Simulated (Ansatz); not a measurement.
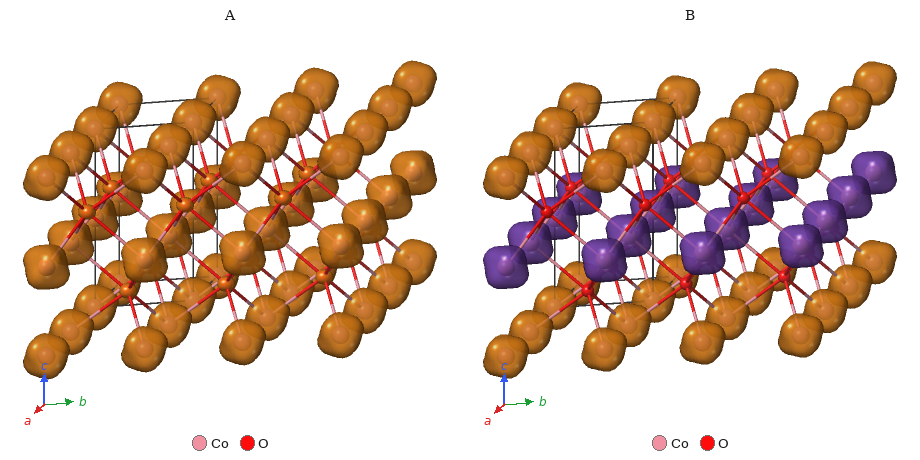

The picture shows: CoO. Spin density of two self-consistent states of the same cell, at +0.5 (orange) and −0.5 e/Å³ (purple).

Space group P6₃/mmc; started from the nickel arsenide prototype, which need not be the ambient phase; computed pressure about 7 GPa in this cell; spin-polarised.

Theory: Ansatz 0.2.0, DFT PBEsol, scalar-relativistic, plane waves, PAW.

Core electrons are frozen (PAW), and the valence fields are smoothed inside the atomic spheres.

```cif
data_structure
_symmetry_space_group_name_H-M 'P 1'
_symmetry_Int_Tables_number 1
_cell_length_a 2.8127
_cell_length_b 2.8127
_cell_length_c 5.0658
_cell_angle_alpha 90.000
_cell_angle_beta 90.000
_cell_angle_gamma 120.000
_cell_volume 34.71
loop_
_atom_site_label
_atom_site_type_symbol
_atom_site_fract_x
_atom_site_fract_y
_atom_site_fract_z
_atom_site_occupancy
Co1 Co 0.00000 0.00000 0.00000 1
Co2 Co 0.00000 0.00000 0.50000 1
O1 O 0.33333 0.66667 0.25000 1
O2 O 0.66667 0.33333 0.75000 1
```

Q: Which magnetic state is the more stable, and how do they differ?

A: State A: parallel main moments (a ferromagnetic arrangement) in this solution; Co: +2.3 μB (×2) in one cell of 4 atoms, with smaller moments on other sites: O (up to +0.32 μB). State B: antiferromagnetic in this solution, which needn't be the ground state, with every nearest magnetic neighbour opposed; Co: +2.2 μB and −2.2 μB in one cell of 4 atoms. State B lies lower by 47 meV per atom.
